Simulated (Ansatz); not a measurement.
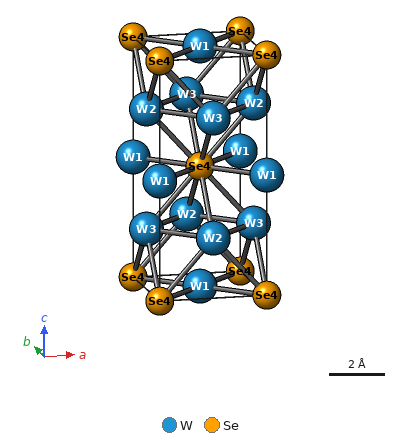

**Figure 1.** The input geometry of run 1 (ball-and-stick view of the cell 2 times as large as that of the calculation, set on its symmetry axes, seen slightly off an axis; atoms are numbered from 1 in the order of the input).

# Two runs on W3Se

System: W3Se (I4/mmm, 4 atoms in the cell).
Method of run 1: DFT PBE, scalar-relativistic, plane waves, PAW, no spin polarisation (Ansatz 0.2.0).

The structure was built on a prototype by a generator; it need not be a known phase. Text and figures count atoms from 1; the logs count them from 0 in places.

Input, run 1:
```yaml
crystal:
  lattice:
    - [-2.0276079623, 2.0276079623, 4.5292022015]
    - [2.0276079623, -2.0276079623, 4.5292022015]
    - [2.0276079623, 2.0276079623, -4.5292022015]
  atoms:
    - { symbol: W, position: [0.5, 0.5, 0.0] }
    - { symbol: W, position: [0.25, 0.75, 0.5] }
    - { symbol: W, position: [0.75, 0.25, 0.5] }
    - { symbol: Se, position: [0.0, 0.0, 0.0] }
basis:
  ecutwfc: 420
kpoints:
  mp_grid: { grid: [6, 6, 6] }
hamiltonian:
  xc: pbe
scf:
  occupations: { method: gaussian, width: 0.1 }
  lower_state_search: "off"
output:
  forces: true
  stress: true
  eigenvalues: true
```

Command:
```bash
ansatz run input.yaml --threads 1 --pin off --max-ram 2560MiB --backend cpu --events-out ev --progress --plain --runs-dir out
```

Hardware: 1 thread of Intel Xeon @ 2.50GHz (Skylake/Cascade Lake), 189 GiB of memory available, shared host.

Output, shortened to warnings, some set-up lines, iterations and results (run 1):
```
Basis set: ecut = 420 eV, 1419 PW (Γ), exchange–correlation on 72×72×72 points (8 copies of the dense FFT grid, shifted against one another)
Symmetry: 16 space group operations
k-points: 30 of 216
Initial density: superposition of atomic densities (neutral atoms: chi_scale 0, normalization atom), corrected by the library's trained network
[...]
SCF iter   1: F=—  HF=-36619.555822 eV  |F-HF|=—  |Δ(HF+E_count)|=         —  Δρ=5.86e-3  dr2=2.70e-2  ethr=1.77e-3  ⟨swp⟩=5.1  Hψ=3960  notcnv=0
SCF iter   2: F=—  HF=-36619.553942 eV  |F-HF|=—  |Δ(HF+E_count)|=   1.88e-3  Δρ=3.37e-3  dr2=9.05e-3  ethr=4.65e-5  ⟨swp⟩=1.0  Hψ=1300  notcnv=0
SCF iter   3: F=—  HF=-36619.553208 eV  |F-HF|=—  |Δ(HF+E_count)|=   7.34e-4  Δρ=6.22e-4  dr2=4.46e-4  ethr=1.56e-5  ⟨swp⟩=2.0  Hψ=1790  notcnv=0
SCF iter   4: F=—  HF=-36619.553006 eV  |F-HF|=—  |Δ(HF+E_count)|=   2.02e-4  Δρ=3.07e-4  dr2=5.32e-5  ethr=7.69e-7  ⟨swp⟩=2.0  Hψ=1799  notcnv=0
SCF iter   5: F=—  HF=-36619.552999 eV  |F-HF|=—  |Δ(HF+E_count)|=   6.74e-6  Δρ=6.96e-5  dr2=3.14e-6  ethr=9.18e-8  ⟨swp⟩=2.4  Hψ=1303  notcnv=0
SCF iter   6: F=—  HF=-36619.552999 eV  |F-HF|=—  |Δ(HF+E_count)|=   4.72e-7  Δρ=1.56e-5  dr2=1.34e-7  ethr=5.41e-9  ⟨swp⟩=2.1  Hψ=1733  notcnv=0
SCF iter   7: F=-36619.552999 eV  HF=-36619.552999 eV  |F-HF|=2.23e-9  |Δ(HF+E_count)|=   1.35e-8  Δρ=2.09e-6  dr2=2.71e-9  ethr=1.72e-10  ⟨swp⟩=6.7  Hψ=3919  notcnv=0
SCF 1 converged in 7 iterations: F = -36619.552999 eV  dr2 = 2.71e-9
SCF converged after 7 iterations
Free energy (F): -36619.552999 eV
Harris-Foulkes:  -36619.552999 eV  (|F-HF|=2.23e-9)
Internal energy: -36619.527351 eV  (E = F + TS)
E sigma→0 (E₀):  -36619.540175 eV
Entropy (-TS):   -0.025648 eV (-6.412 meV/atom)
Fermi energy:    17.694888 eV
--- Per-component energies (eV) ---
  E_band       = -704.458221
  E_kinetic    = 1450.056793
  E_local      = -4151.105771  (includes V_loc(G=0)·N_el)
  E_nonlocal   = -587.265974
  E_hartree    = 1773.822914
  E_xc         = -896.547970
  E_vxc        = -803.606648  (∫ρ·V_xc dr)
  E_paw        = -27600.849275  (= ΣΔE_a)
  E_vpaw       = -160.183527  (= ΣTr[D̂ρ^β])
  E_aug_tail   = -0.000765  (compensation charges beyond the density's cutoff)
  E_ewald      = -6607.637302
  E_smearing   = -0.025648  (= −TS)
  E_closure    = 0.000000  (closes the sum)
  Σ components = -36619.552999   (vs F -36619.552999, Δ=0.00e0)
--- Forces (eV/Å), atoms counted from 1 ---
  atom   1  W      0.00000000    -0.00000000    -0.00000000
  atom   2  W      0.00000000    -0.00000000     0.00000000
  atom   3  W     -0.00000000     0.00000000    -0.00000000
  atom   4  Se     0.00000000    -0.00000000     0.00000000
  max |Σ_I F_I| component: 4.34e-19 eV/Å
--- Stress (GPa, compression-positive) ---
      -23.302087      -0.000000       0.000000
       -0.000000     -23.302087      -0.000000
        0.000000      -0.000000     -20.770760
  P = ⅓ Tr σ = -22.4583 GPa (-224.583 kbar)
```

For run 2 the input was changed thus:
```diff
+  populations: true
+magnetization:
+  spin_polarized: true
```

Predict how the results change.

The energy is the same within 0.01 meV per atom. With spin allowed, the absolute moment of the cell comes to 0.00 μB. No starting moments were typed, and other magnetic orders weren't tried. The SCF takes 15 iterations against 7. On the same kind of shared host run 2 took about 2.1 times as long. The two runs start from different initial densities, which also moves the count.

Output, shortened to warnings, some set-up lines, iterations and results (run 2):
```
Basis set: ecut = 420 eV, 1419 PW (Γ), exchange–correlation on 72×72×72 points (8 copies of the dense FFT grid, shifted against one another)
Symmetry: 16 space group operations
k-points: 30 of 216
Initial density: superposition of atomic densities (chi_scale 0.1, normalization cell, long waves kept (reshape's long-wave potential 0.00 eV rms))
[...]
SCF iter   1: F=—  HF=-36620.620365 eV  |F-HF|=—  |Δ(HF+E_count)|=         —  Δρ=2.68e-2 (↑2.68e-2 ↓2.68e-2)  dr2=4.23e0  dr2_m=0.00e0  M=0.000 μB ∫|m|=0.000 μB  β_m=0.30  …
SCF iter   2: F=—  HF=-36620.131621 eV  |F-HF|=—  |Δ(HF+E_count)|=   4.89e-1  Δρ=1.96e-2 (↑1.96e-2 ↓1.96e-2)  dr2=2.02e0  dr2_m=0.00e0  M=0.000 μB ∫|m|=0.000 μB  β_m=0.61  …
SCF iter   3: F=—  HF=-36614.679784 eV  |F-HF|=—  |Δ(HF+E_count)|=    5.45e0  Δρ=6.06e-2 (↑6.06e-2 ↓5.78e-2)  dr2=7.53e-1  dr2_m=2.32e0  M=6.493 μB ∫|m|=6.507 μB  …
SCF iter   4: F=—  HF=-36618.610205 eV  |F-HF|=—  |Δ(HF+E_count)|=         —  Δρ=3.64e-2 (↑3.56e-2 ↓3.64e-2)  dr2=6.89e-1  dr2_m=8.30e-1  M=2.492 μB ∫|m|=2.509 μB  β_m=0.61  …
SCF iter   5: F=—  HF=-36619.192411 eV  |F-HF|=—  |Δ(HF+E_count)|=   5.82e-1  Δρ=2.29e-2 (↑2.29e-2 ↓1.96e-2)  dr2=2.74e-1  dr2_m=2.82e-1  M=1.793 μB ∫|m|=1.825 μB  β_m=0.80  …
[... 6 lines ...]
SCF iter  12: F=—  HF=-36619.553001 eV  |F-HF|=—  |Δ(HF+E_count)|=         —  Δρ=8.05e-5 (↑8.05e-5 ↓8.05e-5)  dr2=1.59e-5  dr2_m=0.00e0  M=0.000 μB ∫|m|=0.000 μB  β_m=1.00  …
SCF iter  13: F=—  HF=-36619.553003 eV  |F-HF|=—  |Δ(HF+E_count)|=   1.79e-6  Δρ=7.40e-5 (↑7.40e-5 ↓7.40e-5)  dr2=4.59e-5  dr2_m=0.00e0  M=0.000 μB ∫|m|=0.000 μB  β_m=0.77  …
SCF iter  14: F=—  HF=-36619.552999 eV  |F-HF|=—  |Δ(HF+E_count)|=   3.42e-6  Δρ=2.75e-5 (↑2.75e-5 ↓2.75e-5)  dr2=5.58e-6  dr2_m=0.00e0  M=0.000 μB ∫|m|=0.000 μB  β_m=0.69  …
SCF iter  15: F=-36619.552999 eV  HF=-36619.552999 eV  |F-HF|=1.70e-8  |Δ(HF+E_count)|=   4.61e-7  Δρ=3.28e-6 (↑3.28e-6 ↓3.28e-6)  dr2=3.76e-8  dr2_m=0.00e0  M=0.000 μB …
SCF 1 converged in 15 iterations: F = -36619.552999 eV  dr2 = 3.76e-8
SCF converged after 15 iterations
Magnetization: 0.0000 μB (29.0000 up, 29.0000 down)
Absolute magnetization: 0.0000 μB (∫|ρ↑−ρ↓|)
Spin contamination: 0.0000 ħ² per cell (⟨S²⟩ above its minimum at these occupations)
Per-site moments (μB) at R_I (Å): [(0.0, 1.1828316552773883), (0.0, 1.182831655277388), (0.0, 1.182831655277388), (0.0, 1.1828316552773883)]
Free energy (F): -36619.552999 eV
Harris-Foulkes:  -36619.552999 eV  (|F-HF|=1.70e-8)
Internal energy: -36619.527350 eV  (E = F + TS)
E sigma→0 (E₀):  -36619.540174 eV
Entropy (-TS):   -0.025649 eV (-6.412 meV/atom)
Fermi energy:    17.694885 eV
--- Per-component energies (eV) ---
  E_band       = -704.458693
  E_kinetic    = 1450.056810
  E_local      = -4151.105192  (includes V_loc(G=0)·N_el)
  E_nonlocal   = -587.265982
  E_hartree    = 1773.822270
  E_xc         = -896.547935
  E_vxc        = -803.606607  (∫ρ·V_xc dr)
  E_paw        = -27600.849253  (= ΣΔE_a)
  E_vpaw       = -160.183867  (= ΣTr[D̂ρ^β])
  E_aug_tail   = -0.000765  (compensation charges beyond the density's cutoff)
  E_ewald      = -6607.637302
  E_smearing   = -0.025649  (= −TS)
  E_closure    = 0.000000  (closes the sum)
  Σ components = -36619.552999   (vs F -36619.552999, Δ=0.00e0)
--- Forces (eV/Å), atoms counted from 1 ---
  atom   1  W      0.00000000    -0.00000000     0.00000000
  atom   2  W      0.00000000     0.00000000     0.00000000
  atom   3  W     -0.00000000     0.00000000    -0.00000000
  atom   4  Se     0.00000000    -0.00000000    -0.00000000
  max |Σ_I F_I| component: 4.34e-19 eV/Å
--- Stress (GPa, compression-positive) ---
      -23.302337      -0.000000       0.000000
       -0.000000     -23.302337      -0.000000
        0.000000      -0.000000     -20.770597
  P = ⅓ Tr σ = -22.4584 GPa (-224.584 kbar)
--- Löwdin populations: 4 sites ---
  site symbol       q [e]    m [muB]
     0      W     13.8121     0.0000
     1      W     13.8706     0.0000
     2      W     13.8706     0.0000
     3     Se     15.9880     0.0000
  spilling = 0.007910 (of n_electrons = 58.000000)
```

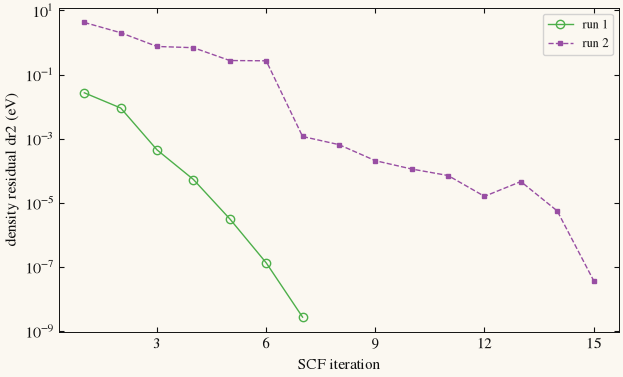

**Figure 2.** Convergence of the two runs: density residual dr2 against the SCF iteration. Run 1 takes 7 iterations in all, and run 2 takes 15.

The two runs side by side:

| quantity | run 1 | run 2 |
| --- | --- | --- |
| outcome | converged | converged |
| free energy per atom (eV) | −9154.8882 | −9154.8882 |
| energy per atom, smearing taken to zero (eV) | −9154.8850 | −9154.8850 |
| gap on the mesh (eV) | 0.00 | 0.00 |
| pressure (GPa) | −22.46 | −22.46 |
| largest force (eV/Å) | 0.000 | 0.000 |
| SCF iterations | 7 | 15 |
| irreducible k-points | 30 | 30 |
| plane waves at Γ | 1419 | 1419 |
| net moment of the cell (μB) | – | 0.00 |
| absolute moment of the cell (μB) | – | 0.00 |
| wall time (shared host) | 16 s | 33 s |

For both runs: Spin–orbit coupling is left out, which matters for W. The cell is under a tension of 22 GPa at this level, so it is not at its equilibrium volume. For run 2: Warnings: spin is on but no starting moments are given; the state was not tested for a lower one.
